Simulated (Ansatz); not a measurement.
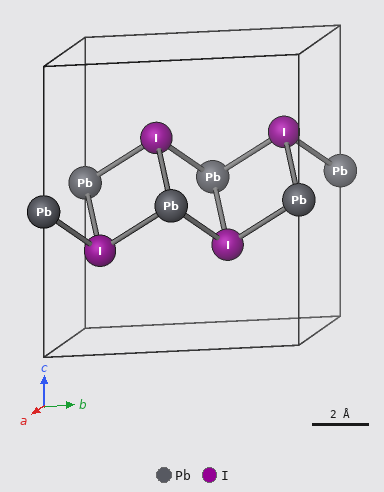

The starting structure (ball-and-stick view of the 1 × 2 repeat of the cell, with the vacuum cut short, seen slightly off an axis). Near neighbours in the crystal (not all of them lie inside the picture): Pb has 6 I at 3.28 Å; I has 3 Pb at 3.28 Å.

# Run report: PbI2, geometry relaxation (part 1 of 2)

PbI2 (3 atoms in the cell), computed with DFT PBE, scalar-relativistic, plane waves, PAW, no spin polarisation (Ansatz 0.2.0).

The structure was made by a generator, so it may or may not be a known phase.

The input
```yaml
crystal:
  lattice:
    - [4.6658433698, 0.0, 0.0]
    - [-2.3329216849, 4.0407388883, 0.0]
    - [0.0, 0.0, 31.19561968]
  atoms:
    - { symbol: Pb, position: [0.0, 0.0, 0.2885020427] }
    - { symbol: I, position: [0.3333333333, 0.6666666667, 0.3482474749] }
    - { symbol: I, position: [0.6666666667, 0.3333333333, 0.2287566105] }
  periodic: [true, true, false]
basis:
  ecutwfc: 420
kpoints:
  mp_grid: { grid: [6, 6, 1] }
hamiltonian:
  xc: pbe
scf:
  occupations: { method: fixed }
output:
  forces: true
  stress: true
  eigenvalues: true
  write_density: true
  write_potential: true
  elf: true
  volumetric_format: npy
relax:
  adjacent_minimum: "off"
  f_tol: 0.001
  max_steps: 60
  cell: { stress_2d_tol: 0.005 }
```

Run on 1 thread of Arm Neoverse V1, 24 GiB of memory available, shared host.

Run as:
```bash
ansatz run input.yaml --threads 1 --pin off --max-ram 2048MiB --backend cpu --events-out ev --progress --plain --runs-dir out
```

Log
```
Engine: ansatz 0.2.0, aarch64-unknown-linux-gnu
Pseudopotentials: kind: paw
Pseudopotential: Pb, paw, valence charge 14, recommended cutoff 420 eV (normal), Pb.paw.azcp
Pseudopotential: I, paw, valence charge 17, recommended cutoff 420 eV (normal), I.paw.azcp
Functional definition: PBE
  parameter kappa = 0.804
  parameter beta = 0.06672455060314922
  exchange = pbe_x(kappa = kappa, mu = beta*pi^2/3)
  correlation = pbe_c(beta = beta)
Crystal: 3 atoms, lattice volume = 588.145 Å³
Basis set: ecut = 420 eV, 11499 PW (Γ), exchange–correlation on 64×64×432 points (8 copies of the dense FFT grid, shifted against one another)
Bands: 29, of which v1, the nominal top of the filled ones, is band 24 counted from 1 (23 counted from 0)
Symmetry: 12 space group operations
Space group: P-3m1 (ITA 164), of the structure as read, at distance tolerance 8.4e-5 Å
k-points: 7 of 36
Non-local potential: Pb, projectors of the file, l = 0: 2, l = 1: 2, l = 2: 2, l = 3: 2
Non-local potential: I, projectors of the file, l = 0: 2, l = 1: 2, l = 2: 2, l = 3: 2
PAW form: soft (Blöchl's): semilocal exchange-correlation on the pseudo side does not see the compensation charge
PAW one-centre angular grid: Pb, 590 points (default); XC on 64 Gauss nodes
PAW one-centre angular grid: I, 590 points (default); XC on 64 Gauss nodes
Initial density: superposition of atomic densities (neutral atoms: chi_scale 0, normalization atom), corrected by the library's trained network
Initial wavefunctions: pseudopotential atomic-orbital guess
Functional: x = pbe(κ = 0.804, μ = 0.2195149727645171), c = pbe(β = 0.06672455060314922)
SCF iter   1: F=—  HF=-26934.241549 eV  |F-HF|=—  |Δ(HF+E_count)|=         —  Δρ=4.47e-4  dr2=4.51e-3  ethr=1.77e-3  ⟨swp⟩=6.3  Hψ=912  notcnv=0  defer=17
preconditioner: auto → Resta (q_TF=auto, 1.797 Å⁻¹)  ε∞=1.4  [insulator: Δε(μ)=2.526 eV  Ē_g=13.306 eV  n_scr=70 (ndim 8)  ℏωp=8.1 eV  f_vac=0.761  ε∞_Penn≈1.4  vacuum switching on, ρ_ref=1.3e-2 e/Å³]
SCF iter   2: F=—  HF=-26934.239187 eV  |F-HF|=—  |Δ(HF+E_count)|=   2.36e-3  Δρ=2.76e-4  dr2=9.18e-4  ethr=9.40e-6  ⟨swp⟩=4.7  Hψ=576  notcnv=0  defer=20
SCF iter   3: F=—  HF=-26934.239195 eV  |F-HF|=—  |Δ(HF+E_count)|=   7.76e-6  Δρ=1.34e-4  dr2=7.53e-5  ethr=1.91e-6  ⟨swp⟩=3.6  Hψ=380  notcnv=0  defer=20
SCF iter   4: F=—  HF=-26934.239528 eV  |F-HF|=—  |Δ(HF+E_count)|=   3.33e-4  Δρ=4.94e-5  dr2=1.93e-5  ethr=1.57e-7  ⟨swp⟩=2.7  Hψ=415  notcnv=0  defer=20
SCF iter   5: F=—  HF=-26934.239526 eV  |F-HF|=—  |Δ(HF+E_count)|=   2.26e-6  Δρ=1.90e-5  dr2=1.69e-6  ethr=4.02e-8  ⟨swp⟩=2.1  Hψ=363  notcnv=0  defer=20
iter 6 did not close the SCF: its close was put off until two iterations running show no level that it waits for move by more than its bar (scf_convergence_deferred on its scf_iter line)
SCF iter   6: F=-26934.239526 eV  HF=-26934.239526 eV  |F-HF|=1.73e-8  |Δ(HF+E_count)|=   1.95e-7  Δρ=4.94e-6  dr2=8.31e-8  ethr=2.08e-10  ⟨swp⟩=30.6  Hψ=2712  notcnv=0
iter 7 did not close the SCF: its close was put off until two iterations running show no level that it waits for move by more than its bar (scf_convergence_deferred on its scf_iter line)
SCF iter   7: F=-26934.239526 eV  HF=-26934.239526 eV  |F-HF|=3.35e-9  |Δ(HF+E_count)|=   6.25e-8  Δρ=9.13e-7  dr2=4.91e-9  ethr=1.73e-10  ⟨swp⟩=13.6  Hψ=1557  notcnv=0
SCF iter   8: F=-26934.239526 eV  HF=-26934.239526 eV  |F-HF|=1.07e-9  |Δ(HF+E_count)|=   4.79e-9  Δρ=4.74e-7  dr2=1.13e-9  ethr=1.02e-11  ⟨swp⟩=9.3  Hψ=1351  notcnv=0
SCF 1 converged in 8 iterations: F = -26934.239526 eV  dr2 = 1.13e-9
  greatest PAW one-centre occupation: 0.999 electrons in one spin orbital (limit 2), on the I atom at site 2 (counted from 0), in its partial waves of l = 2
relax step   1: F+E_penalty+E_count = -26934.23952563 eV  Δ(F+E_penalty+E_count) = +0.000e0 eV  max|allowed force component| = 4.176e-4 eV/Å  Δτ_max = 0.0000 Å  P = +0.020 N/m  Ω = 588.145 Å³  fix = [c, alpha, beta]  reactions: c +0.000 N/m  (8 SCF iters, dr2 threshold 1.00e-7 eV, accepted)
Crystal: 3 atoms, lattice volume = 588.483 Å³
Basis set: ecut = 420 eV, 11511 PW (Γ), exchange–correlation on 64×64×432 points (8 copies of the dense FFT grid, shifted against one another)
Initial density: handed on by an earlier stage of this run
Initial wavefunctions: those handed on with the density
iter 1 solved again at ethr=3.43e-9 eV; its pass at ethr=3.10e-3 eV (dr2=1.65e-6 eV) is discarded
SCF iter   1: F=—  HF=-26934.239529 eV  |F-HF|=—  |Δ(HF+E_count)|=         —  Δρ=1.12e-5  dr2=7.45e-7  ethr=3.43e-9  ⟨swp⟩=4.0  Hψ=1012  notcnv=0  defer=19
preconditioner: auto → Resta (q_TF=auto, 1.797 Å⁻¹)  ε∞=1.4  [insulator: Δε(μ)=2.542 eV  Ē_g=13.166 eV  n_scr=70 (ndim 8)  ℏωp=8.1 eV  f_vac=0.762  ε∞_Penn≈1.4  vacuum switching on, ρ_ref=1.3e-2 e/Å³]
SCF iter   2: F=—  HF=-26934.239530 eV  |F-HF|=—  |Δ(HF+E_count)|=   1.02e-6  Δρ=5.51e-6  dr2=1.48e-7  ethr=1.55e-9  ⟨swp⟩=2.0  Hψ=239  notcnv=0  defer=19
SCF iter   3: F=—  HF=-26934.239530 eV  |F-HF|=—  |Δ(HF+E_count)|=   3.94e-9  Δρ=2.46e-6  dr2=5.65e-8  ethr=3.09e-10  ⟨swp⟩=3.4  Hψ=357  notcnv=0  defer=19
SCF iter   4: F=—  HF=-26934.239530 eV  |F-HF|=—  |Δ(HF+E_count)|=   3.63e-9  Δρ=4.90e-7  dr2=8.91e-10  ethr=1.18e-10  ⟨swp⟩=2.0  Hψ=238  notcnv=0  defer=19
SCF iter   5: F=-26934.239530 eV  HF=-26934.239530 eV  |F-HF|=6.18e-11  |Δ(HF+E_count)|=   1.87e-9  Δρ=1.55e-7  dr2=1.11e-10  ethr=1.05e-12  ⟨swp⟩=16.4  Hψ=1818  notcnv=0
SCF 2 converged in 5 iterations: F = -26934.239530 eV  dr2 = 1.11e-10
relax step   2: F+E_penalty+E_count = -26934.23953042 eV  Δ(F+E_penalty+E_count) = -4.786e-6 eV  max|allowed force component| = 2.452e-4 eV/Å  Δτ_max = 0.0009 Å  P = +0.016 N/m  Ω = 588.483 Å³  energy of the carried Pulay correction = -7.314e-6 eV  fix = [c, alpha, beta]  reactions: c +0.000 N/m  (5 SCF iters, dr2 threshold 5.06e-10 eV, accepted)
Crystal: 3 atoms, lattice volume = 589.583 Å³
Basis set: ecut = 420 eV, 11523 PW (Γ), exchange–correlation on 64×64×432 points (8 copies of the dense FFT grid, shifted against one another)
iter 1 solved again at ethr=2.31e-8 eV; its pass at ethr=3.10e-3 eV (dr2=1.11e-5 eV) is discarded
SCF iter   1: F=—  HF=-26934.239430 eV  |F-HF|=—  |Δ(HF+E_count)|=         —  Δρ=2.16e-5  dr2=3.37e-6  ethr=2.31e-8  ⟨swp⟩=4.9  Hψ=1132  notcnv=0  defer=20
preconditioner: auto → Resta (q_TF=auto, 1.796 Å⁻¹)  ε∞=1.4  [insulator: Δε(μ)=2.540 eV  Ē_g=13.163 eV  n_scr=70 (ndim 8)  ℏωp=8.1 eV  f_vac=0.762  ε∞_Penn≈1.4  vacuum switching on, ρ_ref=1.3e-2 e/Å³]
SCF iter   2: F=—  HF=-26934.239520 eV  |F-HF|=—  |Δ(HF+E_count)|=   9.01e-5  Δρ=1.09e-5  dr2=7.53e-7  ethr=7.02e-9  ⟨swp⟩=2.1  Hψ=245  notcnv=0  defer=19
SCF iter   3: F=—  HF=-26934.239520 eV  |F-HF|=—  |Δ(HF+E_count)|=   9.45e-8  Δρ=4.08e-6  dr2=3.66e-7  ethr=1.57e-9  ⟨swp⟩=3.6  Hψ=343  notcnv=0  defer=19
SCF iter   4: F=—  HF=-26934.239520 eV  |F-HF|=—  |Δ(HF+E_count)|=   7.47e-8  Δρ=1.17e-6  dr2=7.35e-9  ethr=7.62e-10  ⟨swp⟩=2.1  Hψ=254  notcnv=0  defer=19
SCF iter   5: F=—  HF=-26934.239520 eV  |F-HF|=—  |Δ(HF+E_count)|=   1.03e-8  Δρ=3.98e-7  dr2=1.14e-9  ethr=1.53e-11  ⟨swp⟩=3.3  Hψ=421  notcnv=0  defer=19
SCF iter   6: F=-26934.239520 eV  HF=-26934.239520 eV  |F-HF|=7.28e-11  |Δ(HF+E_count)|=  4.84e-10  Δρ=9.43e-8  dr2=3.30e-11  ethr=1.00e-12  ⟨swp⟩=18.0  Hψ=1794  notcnv=0
SCF 3 converged in 6 iterations: F = -26934.239520 eV  dr2 = 3.30e-11
relax step   3: F+E_penalty+E_count = -26934.23952002 eV  Δ(F+E_penalty+E_count) = +1.040e-5 eV  max|allowed force component| = 2.475e-3 eV/Å  Δτ_max = 0.0016 Å  P = -0.007 N/m  Ω = 589.583 Å³  energy of the carried Pulay correction = -3.115e-5 eV  fix = [c, alpha, beta]  reactions: c -0.000 N/m  (6 SCF iters, dr2 threshold 3.33e-10 eV, accepted)
Crystal: 3 atoms, lattice volume = 589.639 Å³
iter 1 solved again at ethr=1.09e-8 eV; its pass at ethr=3.10e-3 eV (dr2=5.23e-6 eV) is discarded
SCF iter   1: F=—  HF=-26934.239428 eV  |F-HF|=—  |Δ(HF+E_count)|=         —  Δρ=2.21e-5  dr2=5.05e-6  ethr=1.09e-8  ⟨swp⟩=3.1  Hψ=787  notcnv=0  defer=20
preconditioner: auto → Resta (q_TF=auto, 1.796 Å⁻¹)  ε∞=1.4  [insulator: Δε(μ)=2.536 eV  Ē_g=13.166 eV  n_scr=70 (ndim 8)  ℏωp=8.1 eV  f_vac=0.762  ε∞_Penn≈1.4  vacuum switching on, ρ_ref=1.3e-2 e/Å³]
SCF iter   2: F=—  HF=-26934.239433 eV  |F-HF|=—  |Δ(HF+E_count)|=   5.00e-6  Δρ=1.08e-5  dr2=1.10e-6  ethr=1.05e-8  ⟨swp⟩=2.7  Hψ=288  notcnv=0  defer=15
SCF iter   3: F=—  HF=-26934.239518 eV  |F-HF|=—  |Δ(HF+E_count)|=   8.51e-5  Δρ=6.51e-6  dr2=1.26e-7  ethr=2.30e-9  ⟨swp⟩=3.4  Hψ=336  notcnv=0  defer=14
SCF iter   4: F=—  HF=-26934.239518 eV  |F-HF|=—  |Δ(HF+E_count)|=  6.98e-10  Δρ=1.27e-6  dr2=4.45e-9  ethr=2.62e-10  ⟨swp⟩=2.1  Hψ=252  notcnv=0  defer=14
SCF iter   5: F=-26934.239518 eV  HF=-26934.239518 eV  |F-HF|=3.20e-10  |Δ(HF+E_count)|=   2.55e-9  Δρ=1.30e-7  dr2=9.09e-11  ethr=1.00e-12  ⟨swp⟩=15.6  Hψ=1931  notcnv=0
SCF 4 converged in 5 iterations: F = -26934.239518 eV  dr2 = 9.09e-11
relax step   4: F+E_penalty+E_count = -26934.23951792 eV  Δ(F+E_penalty+E_count) = +2.100e-6 eV  max|allowed force component| = 2.897e-3 eV/Å  Δτ_max = 0.0018 Å  P = +0.004 N/m  Ω = 589.639 Å³  energy of the carried Pulay correction = -3.235e-5 eV  fix = [c, alpha, beta]  (5 SCF iters, dr2 threshold 3.83e-10 eV, rejected (line search))
Crystal: 3 atoms, lattice volume = 589.508 Å³
iter 1 solved again at ethr=4.40e-9 eV; its pass at ethr=3.10e-3 eV (dr2=2.11e-6 eV) is discarded
SCF iter   1: F=—  HF=-26934.239523 eV  |F-HF|=—  |Δ(HF+E_count)|=         —  Δρ=1.44e-5  dr2=1.82e-6  ethr=4.40e-9  ⟨swp⟩=3.0  Hψ=895  notcnv=0  defer=19
preconditioner: auto → Resta (q_TF=auto, 1.796 Å⁻¹)  ε∞=1.4  [insulator: Δε(μ)=2.539 eV  Ē_g=13.164 eV  n_scr=70 (ndim 8)  ℏωp=8.1 eV  f_vac=0.762  ε∞_Penn≈1.4  vacuum switching on, ρ_ref=1.3e-2 e/Å³]
SCF iter   2: F=—  HF=-26934.239524 eV  |F-HF|=—  |Δ(HF+E_count)|=   6.36e-7  Δρ=6.93e-6  dr2=3.78e-7  ethr=3.78e-9  ⟨swp⟩=3.0  Hψ=340  notcnv=0  defer=19
SCF iter   3: F=—  HF=-26934.239524 eV  |F-HF|=—  |Δ(HF+E_count)|=   7.01e-8  Δρ=4.10e-6  dr2=5.59e-8  ethr=7.88e-10  ⟨swp⟩=2.6  Hψ=294  notcnv=0  defer=19
SCF iter   4: F=—  HF=-26934.239524 eV  |F-HF|=—  |Δ(HF+E_count)|=   1.75e-9  Δρ=1.09e-6  dr2=4.16e-9  ethr=1.16e-10  ⟨swp⟩=2.1  Hψ=258  notcnv=0  defer=19
SCF iter   5: F=—  HF=-26934.239524 eV  |F-HF|=—  |Δ(HF+E_count)|=   1.05e-9  Δρ=2.05e-7  dr2=1.85e-10  ethr=8.66e-12  ⟨swp⟩=3.0  Hψ=475  notcnv=0  defer=19
SCF iter   6: F=—  HF=-26934.239524 eV  |F-HF|=—  |Δ(HF+E_count)|=  1.89e-10  Δρ=3.57e-8  dr2=8.43e-12  ethr=3.86e-13 (applied; sched 1.00e-12)  ⟨swp⟩=2.0  Hψ=336  notcnv=0  defer=19
SCF iter   7: F=—  HF=-26934.239524 eV  |F-HF|=—  |Δ(HF+E_count)|=  1.09e-11  Δρ=1.48e-8  dr2=8.78e-13  ethr=1.76e-14 (applied; sched 1.00e-12)  ⟨swp⟩=3.6  Hψ=420  notcnv=0  defer=19
SCF iter   8: F=-26934.239524 eV  HF=-26934.239524 eV  |F-HF|=2.18e-11  |Δ(HF+E_count)|=  3.64e-12  Δρ=4.75e-9  dr2=9.97e-14  ethr=1.00e-12  ⟨swp⟩=13.0  Hψ=1344  notcnv=0
SCF 5 converged in 8 iterations: F = -26934.239524 eV  dr2 = 9.97e-14
relax step   5: F+E_penalty+E_count = -26934.23952367 eV  Δ(F+E_penalty+E_count) = -3.647e-6 eV  max|allowed force component| = 3.851e-5 eV/Å  Δτ_max = 0.0006 Å  P = -0.000 N/m  Ω = 589.508 Å³  energy of the carried Pulay correction = -2.952e-5 eV  fix = [c, alpha, beta]  reactions: c -0.000 N/m  (8 SCF iters, accepted)
Initial wavefunctions: pseudopotential atomic-orbital guess (no wavefunctions were taken with the density)
iter 1 solved again at ethr=2.08e-6 eV; its pass at ethr=3.10e-3 eV (dr2=1.00e-3 eV) is discarded
SCF iter   1: F=—  HF=-26934.236517 eV  |F-HF|=—  |Δ(HF+E_count)|=         —  Δρ=5.76e-5  dr2=4.16e-7  ethr=2.08e-6  ⟨swp⟩=4.4  Hψ=1478  notcnv=0  defer=20
eigensolver tolerance schedule: the retry pair's looser diagonalisation over-reported the residual by 2399.75 of it (diagonalisation noise at an unbounded share of the residual, at the tolerance the schedule requests for it); recorded, not acted on — ethr = c·dr2/N_el stays at c = 1.0e-1
preconditioner: auto → Resta (q_TF=auto, 1.796 Å⁻¹)  ε∞=1.4  [insulator: Δε(μ)=2.538 eV  Ē_g=13.276 eV  n_scr=70 (ndim 8)  ℏωp=8.1 eV  f_vac=0.762  ε∞_Penn≈1.4  vacuum switching on, ρ_ref=1.3e-2 e/Å³]
SCF iter   2: F=—  HF=-26934.238453 eV  |F-HF|=—  |Δ(HF+E_count)|=   1.94e-3  Δρ=2.88e-5  dr2=1.15e-7  ethr=8.68e-10  ⟨swp⟩=4.9  Hψ=583  notcnv=0  defer=20
SCF iter   3: F=—  HF=-26934.239509 eV  |F-HF|=—  |Δ(HF+E_count)|=   1.06e-3  Δρ=3.64e-6  dr2=7.29e-8  ethr=2.39e-10  ⟨swp⟩=3.1  Hψ=341  notcnv=0  defer=20
SCF iter   4: F=—  HF=-26934.239553 eV  |F-HF|=—  |Δ(HF+E_count)|=   4.33e-5  Δρ=6.65e-7  dr2=2.47e-9  ethr=1.52e-10  ⟨swp⟩=3.7  Hψ=340  notcnv=0  defer=20
SCF iter   5: F=—  HF=-26934.239556 eV  |F-HF|=—  |Δ(HF+E_count)|=   3.81e-6  Δρ=2.38e-7  dr2=4.94e-10  ethr=5.14e-12  ⟨swp⟩=3.4  Hψ=371  notcnv=0  defer=20
SCF iter   6: F=—  HF=-26934.239557 eV  |F-HF|=—  |Δ(HF+E_count)|=   7.47e-7  Δρ=3.72e-8  dr2=2.36e-11  ethr=1.03e-12  ⟨swp⟩=2.9  Hψ=330  notcnv=0  defer=20
SCF iter   7: F=—  HF=-26934.239557 eV  |F-HF|=—  |Δ(HF+E_count)|=   1.85e-8  Δρ=5.61e-9  dr2=2.00e-13  ethr=4.92e-14 (applied; sched 1.00e-12)  ⟨swp⟩=2.7  Hψ=312  notcnv=0  defer=20
SCF iter   8: F=-26934.239557 eV  HF=-26934.239557 eV  |F-HF|=3.64e-12  |Δ(HF+E_count)|=  5.57e-10  Δρ=1.63e-9  dr2=1.77e-14  ethr=1.00e-12  ⟨swp⟩=24.3  Hψ=1606  notcnv=0
SCF 6 converged in 8 iterations: F = -26934.239557 eV  dr2 = 1.77e-14
relax step   6: F+E_penalty+E_count = -26934.23955721 eV  Δ(F+E_penalty+E_count) = -3.354e-5 eV  max|allowed force component| = 3.999e-5 eV/Å  Δτ_max = 0.0000 Å  P = -0.000 N/m  Ω = 589.508 Å³  fix = [c, alpha, beta]  reactions: c -0.000 N/m  stress off target by 3.76e-4 N/m on what of the cell is left free  SCF on the basis re-selected at this cell (its energy is not comparable with the rows above)  (8 SCF iters)
```

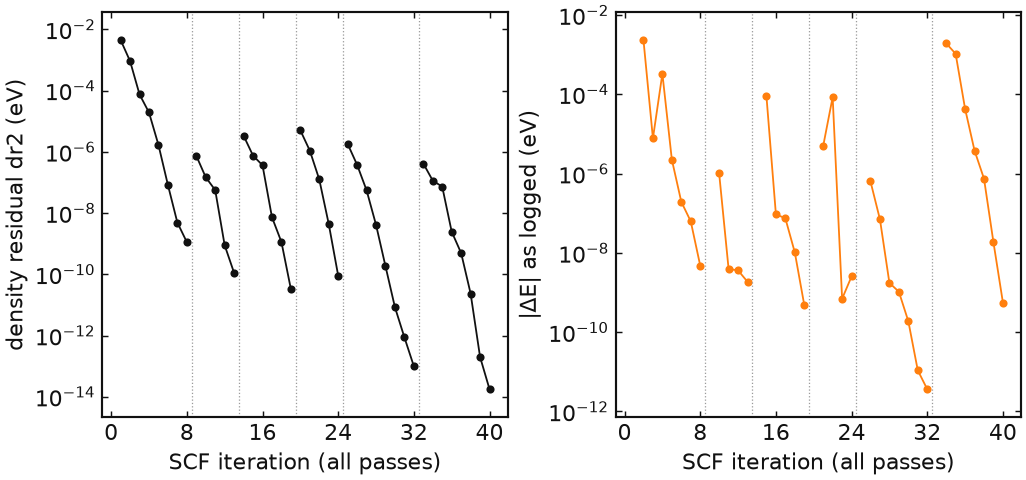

Convergence of the self-consistent field: density residual dr2 and size of the energy change against the SCF iteration. The dotted lines part the SCF passes of the relaxation: geometry steps, rejected trials and re-solves on a re-selected basis. The 6 passes take 5 to 8 iterations each, 40 in all.
